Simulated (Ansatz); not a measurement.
## What a change does: single-point calculation on Si

System: Si (Fd-3m, 2 atoms in the cell).
Method of run A: DFT PBE, scalar-relativistic, plane waves, PAW, no spin polarisation (Ansatz 0.2.0).

Text and figures count atoms from 1; the logs count them from 0 in places.

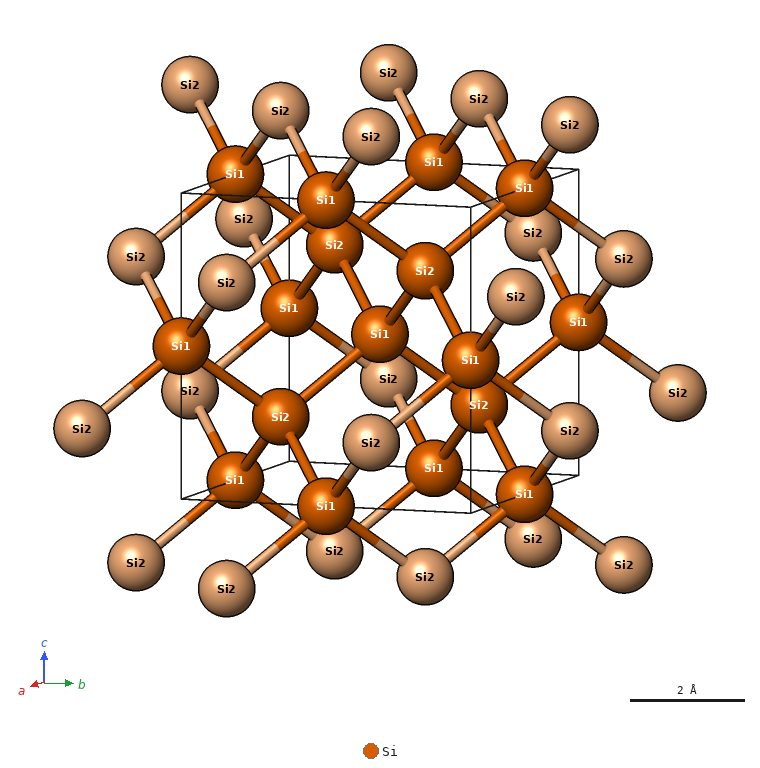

Figure 1. The structure as given in the input (ball-and-stick view of the cell 4 times as large as that of the calculation, set on its symmetry axes, seen slightly off an axis; neighbours outside the cell are drawn fainter; atoms are numbered from 1 in the order of the input). Near neighbours in the crystal (not all of them lie inside the picture): Si has 4 Si at 2.35 Å.

## The input, run A
```yaml
crystal:
  lattice:
    - [0.0, 2.715, 2.715]
    - [2.715, 0.0, 2.715]
    - [2.715, 2.715, 0.0]
  atoms:
    - { symbol: Si, position: [0.5, 0.5, 0.5] }
    - { symbol: Si, position: [0.75, 0.75, 0.75] }
basis:
  ecutwfc: 600
  ecutrho_ratio: 5
kpoints:
  mp_grid: { grid: [14, 14, 14] }
hamiltonian:
  xc: pbe
scf:
  occupations: { method: gaussian, width: 0.05 }
output:
  forces: true
  stress: true
  eigenvalues: true
```

Hardware: 8 threads of an x86-64 CPU, shared host.

## Output, shortened to warnings, some set-up lines, iterations and results (run A)
```
Basis set: ecut = 600 eV, 1363 PW (Γ), exchange–correlation on 72×72×72 points (8 copies of the dense FFT grid, shifted against one another)
Symmetry: 48 space group operations
k-points: 104 of 2744
Initial density: superposition of atomic densities (neutral atoms: chi_scale 0, normalization atom), corrected by the library's trained network
[...]
SCF iter   1: F=—  HF=-1271.614717 eV  |F-HF|=—  |Δ(HF+E_count)|=         —  Δρ=1.17e-3  dr2=2.97e-4  ethr=1.77e-3  ⟨swp⟩=6.0  Hψ=7501  notcnv=0
SCF iter   2: F=—  HF=-1271.615087 eV  |F-HF|=—  |Δ(HF+E_count)|=   3.70e-4  Δρ=4.88e-4  dr2=4.90e-5  ethr=3.71e-6  ⟨swp⟩=2.2  Hψ=2051  notcnv=0
SCF iter   3: F=—  HF=-1271.615134 eV  |F-HF|=—  |Δ(HF+E_count)|=   4.63e-5  Δρ=9.31e-5  dr2=2.21e-6  ethr=6.13e-7  ⟨swp⟩=2.0  Hψ=1250  notcnv=0
SCF iter   4: F=—  HF=-1271.615135 eV  |F-HF|=—  |Δ(HF+E_count)|=   1.21e-6  Δρ=2.07e-5  dr2=1.31e-7  ethr=2.77e-8  ⟨swp⟩=2.0  Hψ=1248  notcnv=0
SCF iter   5: F=-1271.615135 eV  HF=-1271.615135 eV  |F-HF|=7.86e-10  |Δ(HF+E_count)|=   2.67e-8  Δρ=2.41e-6  dr2=1.06e-9  ethr=1.63e-9  ⟨swp⟩=2.0  Hψ=1249  notcnv=0
SCF iter   6: F=-1271.615135 eV  HF=-1271.615135 eV  |F-HF|=3.41e-12  |Δ(HF+E_count)|=  8.85e-10  Δρ=3.07e-7  dr2=2.41e-11  ethr=1.32e-11  ⟨swp⟩=1.0  Hψ=2574  notcnv=0
SCF 1 converged in 6 iterations: F = -1271.615135 eV  dr2 = 2.41e-11
SCF converged after 6 iterations
Free energy (F): -1271.615135 eV
Harris-Foulkes:  -1271.615135 eV  (|F-HF|=3.41e-12)
Internal energy: -1271.615135 eV  (E = F + TS)
E sigma→0 (E₀):  -1271.615135 eV
Fermi energy:    6.517223 eV
--- Per-component energies (eV) ---
  E_band       = 9.346180
  E_kinetic    = 80.859778
  E_local      = -54.798643  (includes V_loc(G=0)·N_el)
  E_nonlocal   = 52.033574
  E_hartree    = 14.908302
  E_xc         = -110.443580
  E_vxc        = -93.574254  (∫ρ·V_xc dr)
  E_paw        = -1025.613295  (= ΣΔE_a)
  E_vpaw       = -4.990904  (= ΣTr[D̂ρ^β])
  E_aug_tail   = 0.000001  (compensation charges beyond the density's cutoff)
  E_ewald      = -228.561273
  E_smearing   = -0.000000  (= −TS)
  E_closure    = 0.000000  (closes the sum)
  Σ components = -1271.615135   (vs F -1271.615135, Δ=0.00e0)
--- Forces (eV/Å), atoms counted from 1 ---
  atom   1  Si    -0.00000000     0.00000000     0.00000000
  atom   2  Si    -0.00000000    -0.00000000     0.00000000
  max |Σ_I F_I| component: 7.40e-17 eV/Å
--- Stress (GPa, compression-positive) ---
        2.059913       0.000000      -0.000000
        0.000000       2.059913       0.000000
        0.000000       0.000000       2.059913
  P = ⅓ Tr σ = 2.0599 GPa (20.599 kbar)
```

The input of run B differs as follows (lines with − go, lines with + come):
```diff
-    - [0.0, 2.715, 2.715]
-    - [2.715, 0.0, 2.715]
-    - [2.715, 2.715, 0.0]
+    - [0.0, 2.727371679, 2.727371679]
+    - [2.727371679, 0.0, 2.727371679]
+    - [2.727371679, 2.727371679, 0.0]
```

What does this change do to the results?

With the same functional and potentials, run B lies 2.4 meV per atom lower. The pressure goes from 2.06 to 0.77 GPa. The volume per atom goes from 20.01 to 20.29 Å³. The cell is scaled evenly with the atoms at fixed fractional positions, so −ΔP/Δ ln V estimates the bulk modulus midway between the two volumes: about 95 GPa. The number of SCF iterations is the same.

## Output, shortened to warnings, some set-up lines, iterations and results (run B)
```
Basis set: ecut = 600 eV, 1363 PW (Γ), exchange–correlation on 72×72×72 points (8 copies of the dense FFT grid, shifted against one another)
Symmetry: 48 space group operations
k-points: 104 of 2744
Initial density: superposition of atomic densities (neutral atoms: chi_scale 0, normalization atom), corrected by the library's trained network
[...]
SCF iter   1: F=—  HF=-1271.619540 eV  |F-HF|=—  |Δ(HF+E_count)|=         —  Δρ=1.27e-3  dr2=4.00e-4  ethr=1.77e-3  ⟨swp⟩=6.0  Hψ=7445  notcnv=0
SCF iter   2: F=—  HF=-1271.619911 eV  |F-HF|=—  |Δ(HF+E_count)|=   3.72e-4  Δρ=5.21e-4  dr2=6.12e-5  ethr=5.00e-6  ⟨swp⟩=2.2  Hψ=2019  notcnv=0
SCF iter   3: F=—  HF=-1271.619957 eV  |F-HF|=—  |Δ(HF+E_count)|=   4.53e-5  Δρ=9.74e-5  dr2=2.41e-6  ethr=7.65e-7  ⟨swp⟩=2.0  Hψ=1248  notcnv=0
SCF iter   4: F=-1271.619958 eV  HF=-1271.619958 eV  |F-HF|=1.86e-8  |Δ(HF+E_count)|=   1.57e-6  Δρ=1.35e-5  dr2=5.02e-8  ethr=3.01e-8  ⟨swp⟩=2.0  Hψ=1248  notcnv=0
SCF iter   5: F=-1271.619958 eV  HF=-1271.619958 eV  |F-HF|=4.51e-10  |Δ(HF+E_count)|=   2.52e-8  Δρ=1.34e-6  dr2=2.76e-10  ethr=6.27e-10  ⟨swp⟩=2.6  Hψ=1282  notcnv=0
SCF iter   6: F=-1271.619958 eV  HF=-1271.619958 eV  |F-HF|=2.27e-13  |Δ(HF+E_count)|=  3.89e-10  Δρ=5.23e-8  dr2=6.04e-13  ethr=3.44e-12  ⟨swp⟩=1.0  Hψ=2490  notcnv=0
SCF 1 converged in 6 iterations: F = -1271.619958 eV  dr2 = 6.04e-13
SCF converged after 6 iterations
Free energy (F): -1271.619958 eV
Harris-Foulkes:  -1271.619958 eV  (|F-HF|=2.27e-13)
Internal energy: -1271.619958 eV  (E = F + TS)
E sigma→0 (E₀):  -1271.619958 eV
Fermi energy:    6.387101 eV
--- Per-component energies (eV) ---
  E_band       = 8.520705
  E_kinetic    = 80.410662
  E_local      = -55.630477  (includes V_loc(G=0)·N_el)
  E_nonlocal   = 51.856649
  E_hartree    = 15.072572
  E_xc         = -110.244198
  E_vxc        = -93.313033  (∫ρ·V_xc dr)
  E_paw        = -1025.560675  (= ΣΔE_a)
  E_vpaw       = -4.948244  (= ΣTr[D̂ρ^β])
  E_aug_tail   = 0.000001  (compensation charges beyond the density's cutoff)
  E_ewald      = -227.524492
  E_smearing   = -0.000000  (= −TS)
  E_closure    = 0.000000  (closes the sum)
  Σ components = -1271.619958   (vs F -1271.619958, Δ=0.00e0)
--- Forces (eV/Å), atoms counted from 1 ---
  atom   1  Si    -0.00000000    -0.00000000    -0.00000000
  atom   2  Si    -0.00000000    -0.00000000    -0.00000000
  max |Σ_I F_I| component: 4.63e-17 eV/Å
--- Stress (GPa, compression-positive) ---
        0.767393      -0.000000      -0.000000
        0.000000       0.767393      -0.000000
        0.000000      -0.000000       0.767393
  P = ⅓ Tr σ = 0.7674 GPa (7.674 kbar)
```

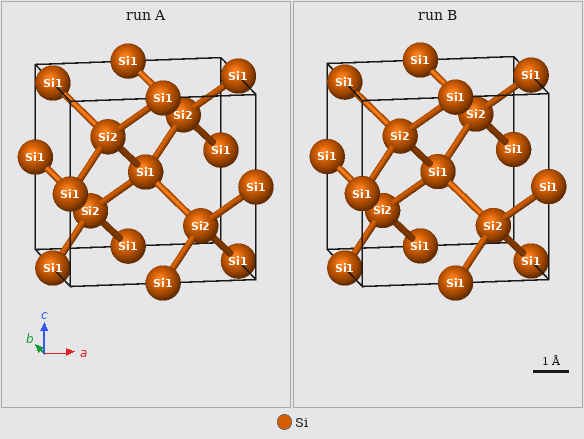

Figure 2. The two input geometries at one scale (ball-and-stick view of the cell 4 times as large as that of the calculation, set on its symmetry axes, seen slightly off an axis). No atom moves by more than 0.005 Å relative to the cell. Cell: a = b = c 5.430 → 5.455 Å (+0.5 %). Volume +1.4 %. Among the contacts that change: Si1–Si2 2.351 → 2.362 Å.

## The two runs side by side

| quantity | run A | run B |
| --- | --- | --- |
| outcome | converged | converged |
| free energy per atom (eV) | −635.8076 | −635.8100 |
| gap on the mesh (eV) | 0.57 | 0.60 |
| pressure (GPa) | 2.06 | 0.77 |
| volume per atom (Å³) | 20.01 | 20.29 |
| largest force (eV/Å) | 0.000 | 0.000 |
| SCF iterations | 6 | 6 |
| irreducible k-points | 104 | 104 |
| plane waves at Γ | 1363 | 1363 |
| wall time (shared host) | 1 s | 0.96 s |
